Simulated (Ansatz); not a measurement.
Run report: InSb, single-point calculation

The run: single-point calculation of InSb (slab, 8 atoms in the cell). Method and program: DFT, r2SCAN, plane waves, PAW, no spin polarisation (Ansatz 0.2.0).

The structure derives from an entry of the Crystallography Open Database. Figures and captions count atoms from 1; the log counts them from 0 in places.

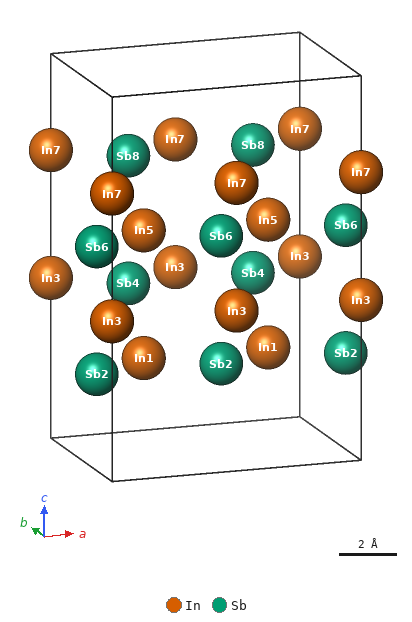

Figure 1. The structure (spheres-only view of the 2 × 1 repeat of the cell, with the vacuum cut short, seen slightly off an axis; atoms are numbered from 1 in the order of the input). An atom can appear more than once, as a periodic image.

**Summary**

- outcome: converged
- electrons treated: 168
- free energy: −73014.3090 eV
- Fermi energy: 1.024 eV
- gap on the k-point mesh: 0.55 eV
- largest force (length of the vector): 1.075 eV/Å
- hardware: 2 threads of AMD EPYC (Zen 5), 32 GiB of memory available, shared host
- wall time: 2.8 min (CPU time 5.6 min)
- peak memory: 4.6 GiB

**Remarks**

Settings chosen away from the usual ones: hamiltonian.pseudopotentials set to {"kind": "paw", "source": "ansatz"}; basis.ecutwfc removed.

**Input**
```yaml
crystal:
  lattice:
    - [4.6351943571, 0.0, 0.0]
    - [0.0, 6.555154724, 0.0]
    - [0.0, 0.0, 21.9527915356]
  atoms:
    - { symbol: In, position: [0.5, 0.5, 0.3416422002] }
    - { symbol: Sb, position: [0.0, 0.25, 0.3416422002] }
    - { symbol: In, position: [0.0, 0.0, 0.4472140667] }
    - { symbol: Sb, position: [0.5, 0.75, 0.4472140667] }
    - { symbol: In, position: [0.5, 0.5, 0.5527859333] }
    - { symbol: Sb, position: [0.0, 0.25, 0.5527859333] }
    - { symbol: In, position: [0.0, 0.0, 0.6583577998] }
    - { symbol: Sb, position: [0.5, 0.75, 0.6583577998] }
kpoints:
  mp_grid: { grid: [8, 6, 1] }
hamiltonian:
  xc: r2scan
  pseudopotentials: { kind: paw, source: ansatz }
scf:
  occupations: { method: gaussian, width: 0.1 }
output:
  forces: true
  eigenvalues: true
  stress: true
efield:
  axis: 3
  dipole_correction: true
  ramp_width: 0.04
```

Launch command:
```bash
ansatz run input.yaml --threads 2 --pin off --max-ram 5120MiB --backend cpu --events-out ev --progress --plain --runs-dir out
```

**The program's output**
```
Engine: ansatz 0.2.0, x86_64-unknown-linux-gnu
Pseudopotentials: kind: paw
Pseudopotential: In, paw, valence charge 21, recommended cutoff 870 eV (meta_gga), In.paw.azcp
Pseudopotential: Sb, paw, valence charge 21, recommended cutoff 460 eV (normal), Sb.paw.azcp
Functional definition: r2SCAN
  parameter k0 = 0.174
  parameter k1 = 0.065
  parameter a1 = 4.9479
  exchange = r2scan_x(k0 = k0, k1 = k1, a1 = a1)
  correlation = r2scan_c
Crystal: 8 atoms, lattice volume = 667.023 Å³
Basis set: ecut = 870 eV, 38869 PW (Γ), exchange–correlation on 180×256×864 points (64 copies of the dense FFT grid, shifted against one another)
Bands: 101, of which v1, the nominal top of the filled ones, is band 84 counted from 1 (83 counted from 0)
Symmetry: 2 space group operations
k-points: 20 of 48 (time reversal used)
Non-local potential: In, projectors of the file, l = 0: 3, l = 1: 3, l = 2: 2, l = 3: 2
Non-local potential: Sb, projectors of the file, l = 0: 2, l = 1: 4, l = 2: 3, l = 3: 2
PAW form: soft (Blöchl's): semilocal exchange-correlation on the pseudo side does not see the compensation charge
PAW frozen core: In, regenerated for the run's functional (the file was generated under x = pbe(κ = 0.804, μ = 0.2195149727645171), c = pbe(β = 0.06672455060314922))
PAW frozen core: Sb, regenerated for the run's functional (the file was generated under x = pbe(κ = 0.804, μ = 0.2195149727645171), c = pbe(β = 0.06672455060314922))
PAW one-centre angular grid: In, 590 points (default); XC on 160 Gauss nodes
PAW one-centre angular grid: Sb, 590 points (default); XC on 224 Gauss nodes
Initial density: superposition of atomic densities (neutral atoms: chi_scale 0, normalization atom)
Initial wavefunctions: pseudopotential atomic-orbital guess
Functional: x = r2scan, c = r2scan; τ floored in thin density (d = 2e-4 eV/Å³)
iter 1 solved again at ethr=2.17e-3 eV; its pass at ethr=3.10e-3 eV (dr2=3.65e0 eV) is discarded
SCF iter   1: F=—  HF=-73014.830449 eV  |F-HF|=—  |Δ(HF+E_count)|=         —  Δρ=1.70e-2  dr2=3.66e0  dr2_τ=7.46e-2  ethr=2.17e-3  p=0.000 e·Å  D=6.00e-15 V/Å  ΔV_dip=-0.00 eV  dr2_dipole=4.26e-12  V_vac-E_F(+/−)=5.39/5.39 eV  ⟨swp⟩=1.8  Hψ=10024  notcnv=0
efield: sawtooth ramp at fractional position 0.9800 (placed from the atoms, in the widest stretch of the axis that holds none; the zero of the levels goes with the place), width 0.0400; the density the first Hamiltonian is built on has a dipole p = 0.000 e·Å; the dipole correction subtracts the counter field D = 6.00e-15 V/Å, which shifts the + side's vacuum level by -0.00 eV against the − side's; the planar-averaged density in the ramp window peaks in size at 7.1e-8 e/Å³
preconditioner: auto → Resta (q_TF=auto, 2.168 Å⁻¹)  ε∞=1.8  [insulator: Δε(μ)=0.673 eV  Ē_g=13.949 eV  σ=0.100 eV  W_gap=1.00  n_scr=112 (ndim 8)  ℏωp=12.2 eV  f_vac=0.552  D(μ)=0.00/eV (n_scr^D=0)  ε∞_Penn≈1.8  vacuum switching on, ρ_ref=1.4e-2 e/Å³]
SCF iter   2: F=—  HF=-73014.248928 eV  |F-HF|=—  |Δ(HF+E_count)|=   5.82e-1  Δρ=7.92e-3  dr2=4.73e-1  dr2_τ=7.83e-2  ethr=2.17e-3  p=-0.000 e·Å  D=-1.18e-6 V/Å  ΔV_dip=0.00 eV  dr2_dipole=3.53e-10  V_vac-E_F(+/−)=4.58/4.58 eV  ⟨swp⟩=3.9  Hψ=4227  notcnv=0  defer=57
SCF iter   3: F=—  HF=-73014.298363 eV  |F-HF|=—  |Δ(HF+E_count)|=   4.94e-2  Δρ=4.30e-3  dr2=2.14e-1  dr2_τ=1.09e-2  ethr=2.82e-4  p=0.000 e·Å  D=3.52e-6 V/Å  ΔV_dip=-0.00 eV  dr2_dipole=1.08e-8  V_vac-E_F(+/−)=4.67/4.68 eV  ⟨swp⟩=2.5  Hψ=2662  notcnv=0  defer=194
SCF iter   4: F=—  HF=-73014.322697 eV  |F-HF|=—  |Δ(HF+E_count)|=   2.43e-2  Δρ=1.91e-3  dr2=1.36e-1  dr2_τ=2.32e-3  ethr=1.27e-4  p=-0.000 e·Å  D=-2.60e-5 V/Å  ΔV_dip=0.00 eV  dr2_dipole=4.47e-7  V_vac-E_F(+/−)=4.27/4.27 eV  ⟨swp⟩=2.3  Hψ=2187  notcnv=0  defer=194
SCF iter   5: F=—  HF=-73014.307559 eV  |F-HF|=—  |Δ(HF+E_count)|=   1.51e-2  Δρ=5.56e-4  dr2=1.92e-3  dr2_τ=1.63e-4  ethr=8.09e-5  p=0.000 e·Å  D=8.59e-5 V/Å  ΔV_dip=-0.00 eV  dr2_dipole=5.29e-6  V_vac-E_F(+/−)=4.36/4.36 eV  ⟨swp⟩=1.9  Hψ=2280  notcnv=0  defer=196
SCF iter   6: F=—  HF=-73014.308313 eV  |F-HF|=—  |Δ(HF+E_count)|=   7.54e-4  Δρ=2.00e-4  dr2=4.76e-4  dr2_τ=2.55e-5  ethr=1.14e-6  p=-0.002 e·Å  D=-5.05e-4 V/Å  ΔV_dip=0.01 eV  dr2_dipole=1.79e-4  V_vac-E_F(+/−)=4.35/4.34 eV  ⟨swp⟩=2.6  Hψ=3305  notcnv=0  defer=196
SCF iter   7: F=—  HF=-73014.309277 eV  |F-HF|=—  |Δ(HF+E_count)|=   9.64e-4  Δρ=2.31e-4  dr2=9.62e-3  dr2_τ=1.18e-5  ethr=2.83e-7  p=0.011 e·Å  D=2.93e-3 V/Å  ΔV_dip=-0.06 eV  dr2_dipole=6.02e-3  V_vac-E_F(+/−)=4.31/4.37 eV  ⟨swp⟩=2.1  Hψ=2404  notcnv=0  defer=196  recentre
SCF iter   8: F=—  HF=-73014.308481 eV  |F-HF|=—  |Δ(HF+E_count)|=   7.95e-4  Δρ=9.41e-5  dr2=9.13e-5  dr2_τ=2.83e-6  ethr=2.83e-7  p=-0.001 e·Å  D=-2.18e-4 V/Å  ΔV_dip=0.00 eV  dr2_dipole=3.24e-5  V_vac-E_F(+/−)=4.34/4.34 eV  ⟨swp⟩=2.0  Hψ=2071  notcnv=0  defer=196
SCF iter   9: F=—  HF=-73014.309009 eV  |F-HF|=—  |Δ(HF+E_count)|=   5.28e-4  Δρ=1.93e-5  dr2=4.39e-6  dr2_τ=2.06e-7  ethr=5.44e-8  p=-0.000 e·Å  D=-4.41e-5 V/Å  ΔV_dip=0.00 eV  dr2_dipole=1.42e-6  V_vac-E_F(+/−)=4.34/4.34 eV  ⟨swp⟩=2.0  Hψ=2307  notcnv=0  defer=196
SCF iter  10: F=—  HF=-73014.309014 eV  |F-HF|=—  |Δ(HF+E_count)|=   4.25e-6  Δρ=3.48e-6  dr2=1.15e-7  dr2_τ=1.55e-8  ethr=2.62e-9  p=-0.000 e·Å  D=-3.42e-6 V/Å  ΔV_dip=0.00 eV  dr2_dipole=1.38e-8  V_vac-E_F(+/−)=4.34/4.34 eV  ⟨swp⟩=2.0  Hψ=2260  notcnv=0  defer=196
SCF iter  11: F=-73014.309014 eV  HF=-73014.309014 eV  |F-HF|=9.88e-9  |Δ(HF+E_count)|=   1.62e-7  Δρ=1.22e-6  dr2=8.73e-9  dr2_τ=9.62e-10  ethr=5.95e-11  p=0.000 e·Å  D=4.56e-7 V/Å  ΔV_dip=-0.00 eV  dr2_dipole=4.87e-11  V_vac-E_F(+/−)=4.34/4.34 eV  ⟨swp⟩=14.3  Hψ=10421  notcnv=0
SCF 1 converged in 11 iterations: F = -73014.309014 eV  dr2 = 8.73e-9
  greatest PAW one-centre occupation: 1.000 electrons in one spin orbital (limit 2), on the Sb atom at site 7 (counted from 0), in its partial waves of l = 1
```

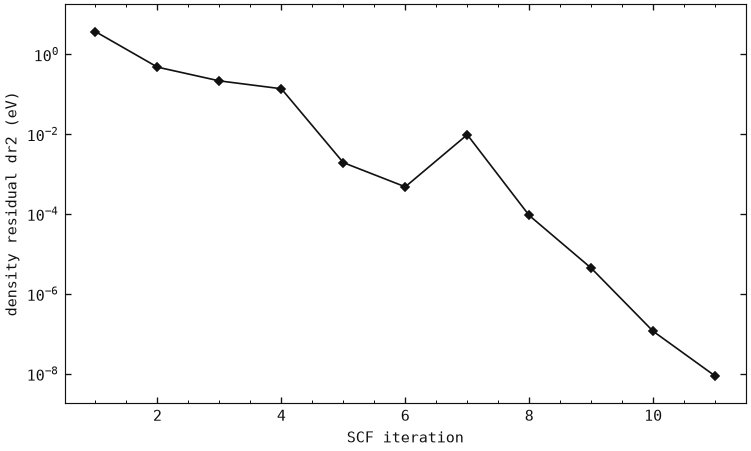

Figure 2. Convergence of the self-consistent field: density residual dr2 against the SCF iteration. The residual comes down, with one marked jump up, by a factor of about 20, at step 7.

```
SCF converged after 11 iterations
Free energy (F): -73014.309014 eV
Harris-Foulkes:  -73014.309014 eV  (|F-HF|=9.88e-9)
Internal energy: -73014.309011 eV  (E = F + TS)
E sigma→0 (E₀):  -73014.309012 eV
Entropy (-TS):   -0.000003 eV (-0.000 meV/atom)
Fermi energy:    1.024395 eV
Dipole field:    D = -0.000005 V/Å  (p = -0.000017 e·Å, saw-weighted, corrected)
Work function:   Φ+ = 4.3361 eV   Φ− = 4.3360 eV
Levels:          The Fermi level and band energies are counted from a zero that moves with the ramp; work functions are not
--- Per-component energies (eV) ---
  E_band       = -6916.187320
  E_kinetic    = 4943.328615
  E_local      = -150068.468265  (includes V_loc(G=0)·N_el)
  E_nonlocal   = 5908.034553
  E_hartree    = 70029.608327
  E_xc         = -4505.185053
  E_vxc        = -2107.911852  (∫ρ·V_xc dr)
  E_paw        = -32481.087592  (= ΣΔE_a)
  E_vpaw       = -5816.799081  (= ΣTr[D̂ρ^β])
  E_aug_tail   = 0.000146  (compensation charges beyond the density's cutoff)
  E_vtau       = 166.427714  (kinetic-family band-sum trace: ∫τ·v_τ [+ j·A + Jᵃ·Aᵃ] dr)
  E_efield     = 0.000000  (sawtooth field / dipole correction)
  E_vefield    = 0.000000  (∫n·V_field dr)
  E_ewald      = 33162.683404
  E_core_change = -3.223146  (= ΣΔE_core)
  E_smearing   = -0.000003  (= −TS)
  E_closure    = -0.000000  (closes the sum)
  Σ components = -73014.309014   (vs F -73014.309014, Δ=0.00e0)
--- Forces (eV/Å), atoms counted from 1 ---
  atom   1  In     0.00000000    -0.58890124     0.89975932
  atom   2  Sb     0.00000000     0.04643760    -0.88614139
  atom   3  In     0.00000000     0.06765893    -0.00062936
  atom   4  Sb     0.00000000     0.47478880    -0.40022859
  atom   5  In     0.00000000     0.06764085     0.00060698
  atom   6  Sb     0.00000000     0.47478640     0.40024123
  atom   7  In     0.00000000    -0.58886886    -0.89977657
  atom   8  Sb     0.00000000     0.04644269     0.88612443
  max |Σ_I F_I| component: 4.40e-5 eV/Å
--- Stress (GPa, compression-positive) ---
       -0.367346       0.000000       0.000000
        0.000000      -0.323017       0.000004
        0.000000       0.000003       0.200674
  P = ⅓ Tr σ = -0.1632 GPa (-1.632 kbar)
--- Band table (eV; the first three rows and the last of 20) ---
  k-point 0: bands = ["-117.9350", "-117.9350", "-117.8001", "-117.8001", "-98.4617", "-98.4617", "-98.4495", "-98.4494", "-98.4440", "-98.4439", "-98.0482", "-98.0481", "-98.0299", "-98.0298", "-97.9443", "-97.9443", "-75.5338", "-75.5338", "-75.4026", "-75.4025", "-75.3769", "-75.3769", "-75.3222", "-75.3222", "-75.2951", "-75.2951", "-75.2923", "-75.2923", "-28.4266", "-28.4258", "-28.4206", "-28.4196", "-28.4108", "-28.4103", "-28.4043", "-28.4040", "-28.3939", "-28.3936", "-28.0255", "-28.0254", "-28.0198", "-28.0197", "-27.9317", "-27.9316", "-27.9191", "-27.9190", "-27.8958", "-27.8958", "-14.3822", "-14.3791", "-14.3788", "-14.3776", "-14.3264", "-14.3263", "-14.2864", "-14.2612", "-14.2544", "-14.2349", "-14.2327", "-14.2324", "-14.2261", "-14.2179", "-14.2036", "-14.1822", "-14.1554", "-14.1504", "-14.1500", "-14.1407", "-9.7520", "-8.9331", "-8.1093", "-7.9732", "-4.8939", "-4.2376", "-2.7487", "-1.8133", "-1.5834", "-1.1155", "-0.7658", "-0.4041", "-0.2669", "0.3611", "0.4247", "0.7622", "1.3506", "2.1241", "2.7052", "3.0022", "3.4614", "3.4826", "3.8769", "4.3952", "5.0080", "5.1094", "5.2795", "5.3038", "5.4119", "5.7581", "6.3170", "6.3345", "6.7356"]
  k-point 1: bands = ["-117.9350", "-117.9350", "-117.8001", "-117.8001", "-98.4617", "-98.4617", "-98.4495", "-98.4494", "-98.4440", "-98.4439", "-98.0482", "-98.0481", "-98.0299", "-98.0298", "-97.9443", "-97.9443", "-75.5338", "-75.5338", "-75.4026", "-75.4025", "-75.3769", "-75.3769", "-75.3222", "-75.3222", "-75.2951", "-75.2951", "-75.2923", "-75.2923", "-28.4266", "-28.4258", "-28.4205", "-28.4197", "-28.4107", "-28.4104", "-28.4043", "-28.4041", "-28.3939", "-28.3936", "-28.0255", "-28.0254", "-28.0198", "-28.0197", "-27.9317", "-27.9316", "-27.9191", "-27.9190", "-27.8958", "-27.8958", "-14.3815", "-14.3798", "-14.3786", "-14.3768", "-14.3264", "-14.3263", "-14.2844", "-14.2614", "-14.2528", "-14.2354", "-14.2343", "-14.2327", "-14.2272", "-14.2196", "-14.2030", "-14.1844", "-14.1546", "-14.1499", "-14.1496", "-14.1412", "-9.6740", "-8.8910", "-8.1569", "-8.1558", "-4.6456", "-4.2783", "-3.0541", "-1.5690", "-1.3275", "-1.2501", "-1.0288", "-0.3570", "0.0641", "0.3144", "0.5577", "0.5679", "1.4703", "1.8221", "2.7718", "2.8725", "3.2576", "3.4240", "4.0775", "4.6464", "4.9031", "5.1176", "5.2611", "5.3387", "5.7874", "5.8657", "6.4319", "6.4526", "6.5073"]
  k-point 2: bands = ["-117.9350", "-117.9350", "-117.8001", "-117.8001", "-98.4617", "-98.4617", "-98.4495", "-98.4494", "-98.4440", "-98.4439", "-98.0482", "-98.0481", "-98.0299", "-98.0298", "-97.9443", "-97.9443", "-75.5338", "-75.5338", "-75.4026", "-75.4025", "-75.3769", "-75.3769", "-75.3222", "-75.3222", "-75.2951", "-75.2951", "-75.2923", "-75.2923", "-28.4264", "-28.4260", "-28.4204", "-28.4199", "-28.4106", "-28.4104", "-28.4042", "-28.4041", "-28.3938", "-28.3937", "-28.0255", "-28.0254", "-28.0198", "-28.0197", "-27.9317", "-27.9316", "-27.9191", "-27.9190", "-27.8958", "-27.8958", "-14.3806", "-14.3803", "-14.3777", "-14.3760", "-14.3265", "-14.3264", "-14.2786", "-14.2635", "-14.2488", "-14.2412", "-14.2333", "-14.2326", "-14.2290", "-14.2240", "-14.2007", "-14.1898", "-14.1527", "-14.1501", "-14.1475", "-14.1426", "-9.4479", "-8.8327", "-8.4935", "-8.2907", "-4.2842", "-4.1463", "-3.4199", "-2.1815", "-0.9838", "-0.7778", "-0.7080", "-0.2403", "0.1443", "0.1842", "0.3683", "0.6412", "1.3777", "1.4587", "2.6857", "2.8645", "3.1524", "3.4080", "4.3688", "4.5248", "5.2274", "5.2518", "5.2894", "5.5842", "5.9559", "5.9581", "6.1772", "6.6576", "6.6827"]
  k-point 19: bands = ["-117.9350", "-117.9350", "-117.8001", "-117.8001", "-98.4617", "-98.4617", "-98.4495", "-98.4494", "-98.4440", "-98.4439", "-98.0482", "-98.0481", "-98.0299", "-98.0298", "-97.9443", "-97.9443", "-75.5338", "-75.5338", "-75.4026", "-75.4025", "-75.3770", "-75.3769", "-75.3222", "-75.3222", "-75.2951", "-75.2951", "-75.2923", "-75.2923", "-28.4253", "-28.4253", "-28.4199", "-28.4198", "-28.4112", "-28.4111", "-28.4047", "-28.4046", "-28.3928", "-28.3928", "-28.0242", "-28.0241", "-28.0204", "-28.0203", "-27.9314", "-27.9314", "-27.9195", "-27.9195", "-27.8952", "-27.8952", "-14.3782", "-14.3781", "-14.3594", "-14.3594", "-14.3589", "-14.3589", "-14.2674", "-14.2674", "-14.2481", "-14.2481", "-14.2243", "-14.2243", "-14.2146", "-14.2146", "-14.2050", "-14.2050", "-14.1585", "-14.1585", "-14.1344", "-14.1344", "-8.4832", "-8.4832", "-7.7685", "-7.7685", "-4.7332", "-4.7332", "-4.5533", "-4.5533", "-1.6345", "-1.6345", "-1.3690", "-1.3690", "-0.4544", "-0.4544", "0.1235", "0.1235", "1.4549", "1.4549", "3.4199", "3.4199", "4.5485", "4.5485", "4.9942", "4.9942", "5.3276", "5.3276", "6.0223", "6.0223", "6.2323", "6.2323", "7.2427", "7.2427", "7.4973"]
```

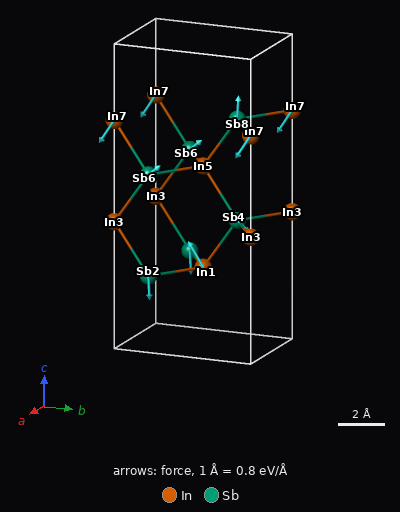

Figure 3. Forces on the atoms as teal arrows (ball-and-stick view of the cell of the calculation, with the vacuum cut short, seen slightly off an axis; atoms are numbered from 1 in the order of the input); the smallest are left out. The largest act on In1, In7 (1.08 eV/Å); Sb2, Sb8 (0.89 eV/Å); Sb4, Sb6 (0.62 eV/Å). The geometry is not a stationary point of this energy.

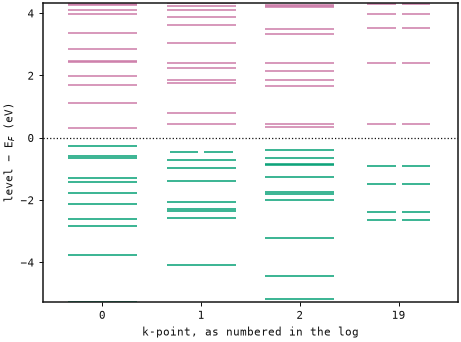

Figure 4. Kohn–Sham levels near the Fermi level (dotted) at the few k-points that the log prints; levels within 0.02 eV of each other stand side by side. Among these points the highest filled and lowest empty levels are 0.59 eV apart; the gap on the full mesh, 0.55 eV, has an edge at a point that isn't printed.
